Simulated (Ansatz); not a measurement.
# IrO: what the fields show

```
Ir O
1.0
     3.51761    0.00000    0.00000
    -1.75880    3.04634    0.00000
     0.00000    0.00000    5.82680
Ir O
2 2
Direct
  0.00000 0.00000 0.00000
  0.00000 0.00000 0.50000
  0.33333 0.66667 0.25000
  0.66667 0.33333 0.75000
```

Space group P6₃/mmc; started from the nickel arsenide prototype, which need not be the ambient phase; computed pressure about −31 GPa in this cell; the program warned that a starting moment wasn't kept; spin-polarised, but the moments vanished.

These are results of Ansatz, DFT PBE, scalar-relativistic, plane waves, PAW, not measurements.

The density is the valence pseudo-density of a PAW calculation; it isn't the true density close to the nuclei.

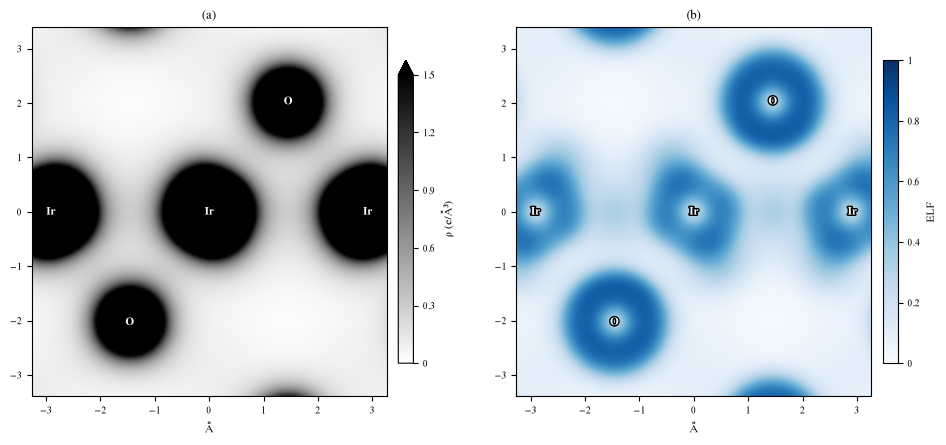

Figure 1. (a) valence pseudo-density; (b) ELF on the (110) plane of the conventional cell.

Question: Interpret the plot.

Answer: The plane passes through Ir and O nuclei. Ir–O (2.50 Å): the density is about 0.31 e/Å³ at the midpoint; the ELF is about 0.15 at the midpoint: no localised pair shows between them. Between the atoms the lowest density in this plane is 0.03 e/Å³. The features right at Ir lie inside the PAW spheres, where the map follows smoothed inner orbitals and isn't to be read closely.

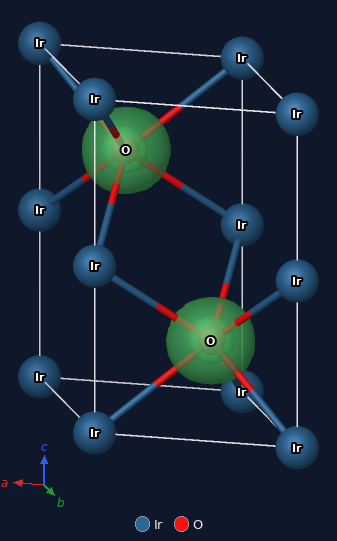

Figure 2. Isosurface of the electron localisation function at 0.75 (green), seen at an oblique angle. Core shells and regions of very low density are left out. Sticks mark near contacts.

Question: What do the ELF domains correspond to?

Answer: At this value the surface marks out two regions wrapped around O (the valence shell of each), counted in one cell of 4 atoms. Any copies at cell faces, edges or corners count once.

Question: Metal or insulator at this level of theory?

Answer: It is gapless in this calculation (a metal or semimetal); semilocal functionals without U, or without the true magnetic order, often close the gap of such compounds.
